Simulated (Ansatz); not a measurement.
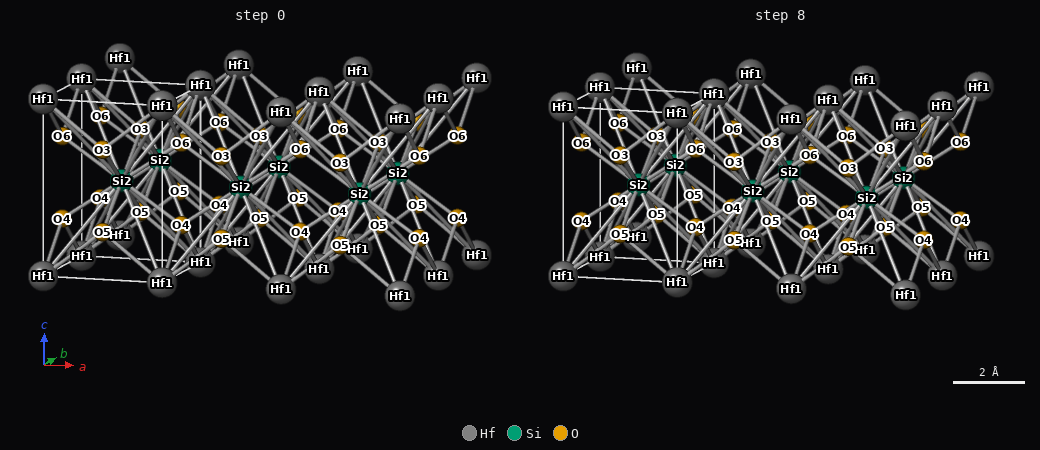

The structure of a crystal of HfSiO4 (built on the NaHoF4-123 type type) before (left) and after (right) a relaxation, at one scale.

A ball-and-stick model of the cell of the calculation, repeated 3 × 2 × 1 with one cell outlined, seen slightly off an axis.

Computed with DFT, PBEsol, plane waves, PAW in Ansatz.

Input
```yaml
crystal:
  lattice:
    - [3.54365742, 0.0, 0.0]
    - [0.0, 3.54365742, 0.0]
    - [0.0, 0.0, 5.09969199]
  atoms:
    - { symbol: Hf, position: [0.0, 0.0, 0.0] }
    - { symbol: Si, position: [0.5, 0.5, 0.5] }
    - { symbol: O, position: [0.5, 0.0, 0.73274685] }
    - { symbol: O, position: [0.0, 0.5, 0.26725315] }
    - { symbol: O, position: [0.5, 0.0, 0.26725315] }
    - { symbol: O, position: [0.0, 0.5, 0.73274685] }
kpoints:
  mp_grid: { grid: [6, 6, 4] }
hamiltonian:
  xc: pbesol
scf:
  occupations: { method: fermi_dirac, width: 0.03 }
relax:
  f_tol: 0.01
  cell: {}
  max_steps: 120
output:
  write_density: true
  write_potential: true
  elf: true
  volumetric_format: npy
```

Run as
```bash
ansatz run input.yaml --threads 2 --pin off --max-ram 20275MiB --backend cpu --events-out ev --progress --plain --runs-dir out
```

Summarise the run.

Answer. The largest moves relative to the cell, 0.005 Å, are those of O3, O4, O5 and O6. O4 goes along +c. Hf and Si stay in place. The volume changes by −12.0 %, with a = b 3.544 → 3.400 Å (−4.0 %), c 5.100 → 4.874 Å (−4.4 %). Some distances before and after: Hf1–Si2 3.575 → 3.423 Å, Hf1–Hf1 3.544 → 3.400 Å, Si2–O3 2.133 → 2.041 Å, Hf1–O3 2.235 → 2.145 Å. The space group stays P4/mmm (No. 123). Over 6 accepted moves (8 points after the start) the energy falls by 113 meV per atom. The largest force component goes from 0.33 to 0.00063 eV/Å. The pressure goes from −25.40 to −0.01 GPa. At 2 points the geometry stayed and the basis and grid were re-selected for the new cell (energy shift of 3.7 meV per atom at most each time). Cost: 12 s on 2 threads of AMD EPYC 7R13 Processor (Zen 3), with other jobs on the host, peak memory 0.61 GiB.
